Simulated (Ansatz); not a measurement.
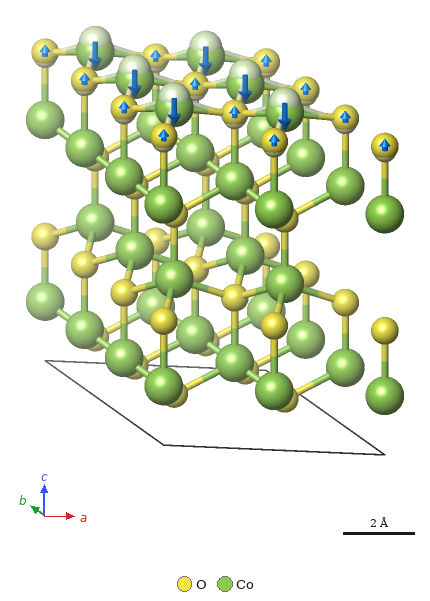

A constrained relaxation of a slab of composition CoO (cut from the P6_3mc phase). The starting structure is drawn faded, the final one solid; blue arrows show the displacements, 3 times their true length.

The picture is a ball-and-stick view of the 2 × 3 repeat of the cell, outlined in the plane, without the vacuum, seen slightly off an axis.

Case: clean slab, lower half held. The slab is the (0 0 1) face of CoO. 4 atoms are held fixed.

Theory: Ansatz, DFT PBE, scalar-relativistic, plane waves, PAW.

Input
```yaml
crystal:
  lattice:
    - [3.1673863795, 0.0, 0.0]
    - [-1.5836931898, 2.7430370683, 0.0]
    - [0.0, 0.0, 25.6692910985]
  atoms:
    - { symbol: O, position: [0.3333333333, 0.6666666667, 0.3311349724], spin: -0.17 }
    - { symbol: Co, position: [0.0, 0.0, 0.3598283209], spin: -2.32 }
    - { symbol: O, position: [0.0, 0.0, 0.434147161], spin: 0.17 }
    - { symbol: Co, position: [0.3333333333, 0.6666666667, 0.4628405596], spin: 2.32 }
    - { symbol: O, position: [0.3333333333, 0.6666666667, 0.5371594404], spin: -0.17 }
    - { symbol: Co, position: [0.0, 0.0, 0.5658527889], spin: -2.32 }
    - { symbol: O, position: [0.0, 0.0, 0.640171629], spin: 0.17 }
    - { symbol: Co, position: [0.3333333333, 0.6666666667, 0.6688650276], spin: 2.32 }
basis:
  ecutwfc: 420
kpoints:
  mp_grid: { grid: [9, 9, 1] }
hamiltonian:
  xc: pbe
scf:
  occupations: { method: gaussian, width: 0.05 }
output:
  forces: true
  eigenvalues: true
  populations: true
  write_density: true
  write_potential: true
  elf: true
  volumetric_format: npy
magnetization:
  spin_polarized: true
relax:
  adjacent_minimum: "off"
  f_tol: 0.03
  max_steps: 70
  constraints: [{ sites: [0, 1, 2, 3] }]
efield:
  axis: 3
  dipole_correction: true
  ramp_width: 0.04
```

Run as
```bash
ansatz run input.yaml --threads 2 --pin off --max-ram 5120MiB --backend cpu --events-out ev --progress --plain --runs-dir out
```

Which element moves most?

Cobalt: up to 0.27 Å, against 0.12 Å for oxygen.

What happened in the run?

Over 4 accepted moves (5 points after the start) the energy falls by 0.299 eV per cell of the calculation. Largest force component: 1.1 eV/Å at the start, 0.019 eV/Å at the end. 1 step only repeated the SCF at the same geometry. The largest move is that of Co8, 0.27 Å along the normal (−c). By element the largest moves are Co 0.27 Å, O 0.12 Å. The lattice vectors keep their values. Near-neighbour distances that change, for instance: O7–Co8 1.971 → 1.861 Å, Co6–O7 1.908 → 1.982 Å, O5–Co6 1.971 → 1.990 Å, Co4–O5 1.908 → 1.902 Å. Among the angles between lasting bonds that change: Co6–O7–Co8 111.9° → 100.7°, Co8–O7–Co8 106.9° → 116.7°, O7–Co8–O7 106.9° → 116.7°. The program noted that the starting moments weren't kept. The run may lie on a higher electronic state than the lowest, so the end point isn't shown to be the ground-state structure.
